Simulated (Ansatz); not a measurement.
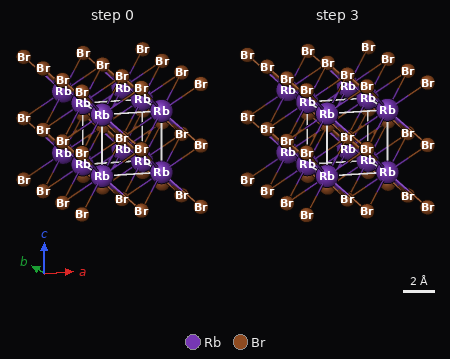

The structure of solid RbBr (set up in Pm-3m) before (left) and after (right) a relaxation, at one scale.

Style: ball-and-stick. Shown: the cell of the calculation, repeated 1 × 2 × 1 with one cell outlined, slightly off an axis.

The run lets cell and atoms move.

Method: Kohn-Sham DFT of a periodic cell, PBE, Ansatz PAW in Ansatz.

Input
```yaml
crystal:
  lattice:
    - [4.1260773, 0.0, 0.0]
    - [0.0, 4.1260773, 0.0]
    - [0.0, 0.0, 4.1260773]
  atoms:
    - { symbol: Rb, position: [0.0, 0.0, 0.0] }
    - { symbol: Br, position: [0.5, 0.5, 0.5] }
hamiltonian:
  xc: pbe
  pseudopotentials: { kind: paw }
kpoints:
  mp_grid: { grid: [7, 7, 7] }
scf:
  occupations: { method: fermi_dirac, width: 0.05 }
output:
  forces: true
  stress: true
  eigenvalues: true
  write_density: true
  write_potential: true
  elf: true
  volumetric_format: npy
relax:
  f_tol: 0.01
  max_steps: 40
  cell: { stress_tol: 0.05 }
```

Run as
```bash
ansatz run input.yaml --threads 2 --pin off --max-ram 5632MiB --backend cpu --events-out ev --progress --plain --runs-dir out
```

Summarise the run.

Answer. Over 2 accepted moves (3 points after the start) the energy falls by 8.7 meV per cell of the calculation. All forces vanish by symmetry, so only the cell relaxes. Pressure: 0.80 GPa at the start and 0.04 GPa at the end. At 1 point the geometry stayed and the basis and grid were re-selected for the new cell (energy shift of 0.1 meV per cell of the calculation at most each time). No atom moves by more than 0.005 Å relative to the cell. The drawn cell changes as follows: a = b = c 4.126 → 4.193 Å (+1.6 %); the volume changes by +4.9 %. Near-neighbour distances that change, for instance: Br–Rb 3.573 → 3.631 Å. The space group stays Pm-3m (No. 221).
